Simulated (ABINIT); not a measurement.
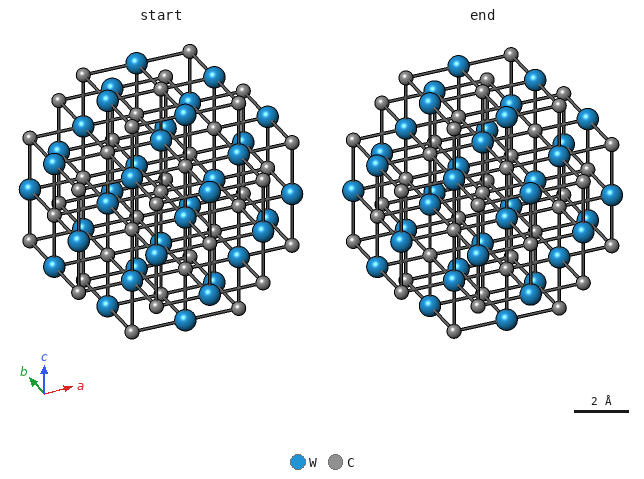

The structure of solid WC (set up in Fm-3m) before (left) and after (right) a relaxation, at one scale.

The picture is a ball-and-stick view of the conventional cell (4 times the calculation's cell), seen from a free direction. Lengths and directions refer to the drawn axes.

The run lets cell and atoms move.

These are results of Kohn-Sham DFT of a periodic cell, LDA, JTH PAW LDA v2.0 in ABINIT, not measurements.

Input file:
```
# Pseudopotentials
pp_dirpath "./"
pseudos "W.LDA_PW-JTH.xml, C.LDA_PW-JTH.xml"

# Structure
acell 5.8598960554 5.8598960554 5.8598960554
rprim
     0.0000000000     0.7071067812     0.7071067812
     0.7071067812     0.0000000000     0.7071067812
     0.7071067812     0.7071067812     0.0000000000
ntypat 2
znucl 74 6
natom 2
typat 1 2
chkprim 0
chksymtnons 0
tolsym 1.0e-6
xred
            0.0            0.0            0.0
            1/2            1/2            1/2

# Plane-wave basis
ecut 517.016339 eV
pawecutdg 38.0
pawovlp -1
ecutsm 0.5

# k points
kptopt 1
ngkpt 8 8 8
nshiftk 1
shiftk 0.0 0.0 0.0

# Exchange and correlation
ixc 7

# Bands and occupations
nband 13
occopt 3
tsmear 0.05 eV

# SCF cycle
nstep 80
tolvrs 1.0e-10

# Output
iomode 3
prteig 0
prtebands 0
prtwf 0
prtden 0

# Relaxation
ionmov 2
optcell 2
ntime 50
tolmxf 2.0e-5
dilatmx 1.08
```

Launched with:
```bash
abinit run.abi > log 2>&1
```

> Describe what moved and what it gained.

The energy falls by 21.9 meV per atom in 3 geometry steps. All forces vanish by symmetry, so only the cell relaxes. The pressure goes from −15.54 to 0.00 GPa. No atom moves by more than 0.005 Å relative to the cell. The drawn cell changes as follows: a = b = c 4.385 → 4.324 Å (−1.4 %); the volume changes by −4.1 %. Near-neighbour distances that change, for instance: W–W 3.101 → 3.058 Å, C–W 2.193 → 2.162 Å. The space group stays Fm-3m (No. 225). The run took 40 s on 1 thread of AMD EPYC 7R43 64-Core Processor (Zen 3) (shared host), peak memory 0.09 GiB.
